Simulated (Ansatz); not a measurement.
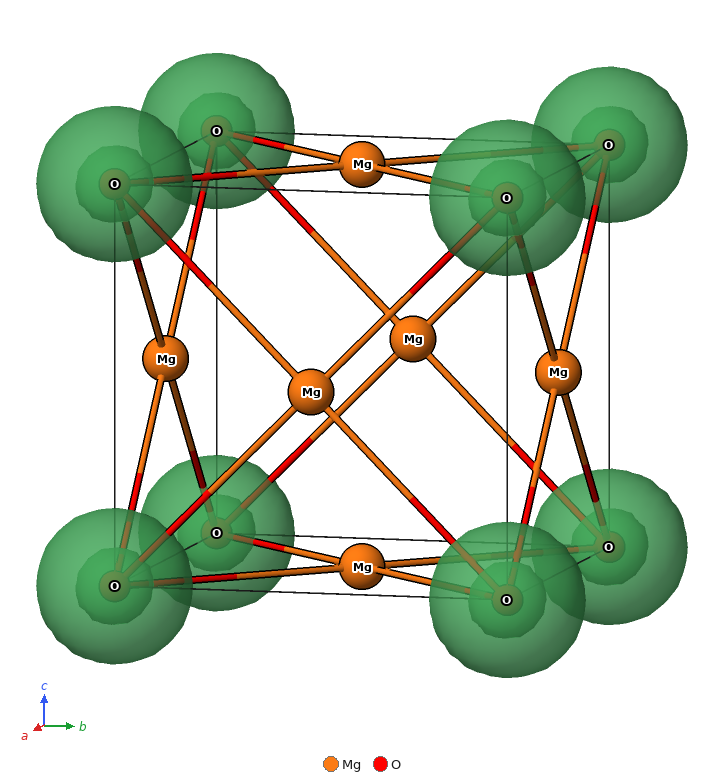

Figure 1: Mg$_{3}$O. Isosurface of the electron localisation function at 0.75 (green), seen slightly off an axis. Only the valence region is drawn (cores and ρ < 0.01 e/Å³ removed). Sticks mark near contacts.

Space group Pm-3m; started from the Cu3Au (L1_2)_221 prototype, which need not be the ambient phase.

Computed with DFT PBE, scalar-relativistic, plane waves, PAW (Ansatz 0.2.0).

In a PAW calculation such maps are meaningful between the atoms, not at the nuclei.

Identify the bonds, lone pairs and shells in this picture.

Answer. The ELF exceeds this value in one region wrapped around O (its valence shell), counted in one cell of 4 atoms. Any copies at cell faces, edges or corners count once.

Values along the shortest contacts:
Mg–O (2.91 Å): the ELF is about 0.20 at the midpoint (no localised pair shows between them).

Does the calculation make it a metal, or give it a gap?

Answer. It is gapless in this calculation (a metal or semimetal).
